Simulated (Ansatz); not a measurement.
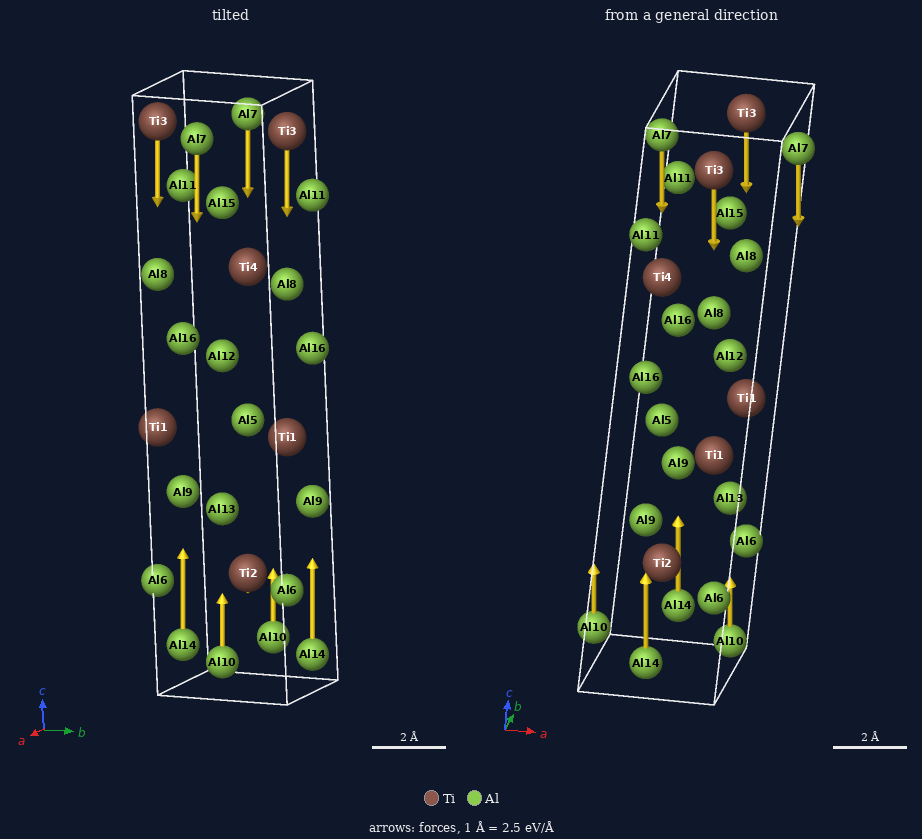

A spheres-only rendering, viewed slightly off an axis and from a general direction. The outline marks the simulation cell. The arrows are the computed forces on the atoms.

System: TiAl$_{3}$. The numbers come from DFT PBE, scalar-relativistic, plane waves, PAW (Ansatz), using a plane-wave cutoff of 420 eV, the zone sampled with 12×12×3 points, Gaussian smearing of 0.15 eV, no spin polarisation.

**Is the structure at rest?**

No. The atoms still feel forces of up to about 5.7 eV/Å, far above a usual threshold of 0.01 to 0.03 eV/Å.

The structure was taken from a structure listed in the Materials Project. The cell was then strained or its atoms displaced on purpose. Ansatz was used for an electronic-structure calculation on it.
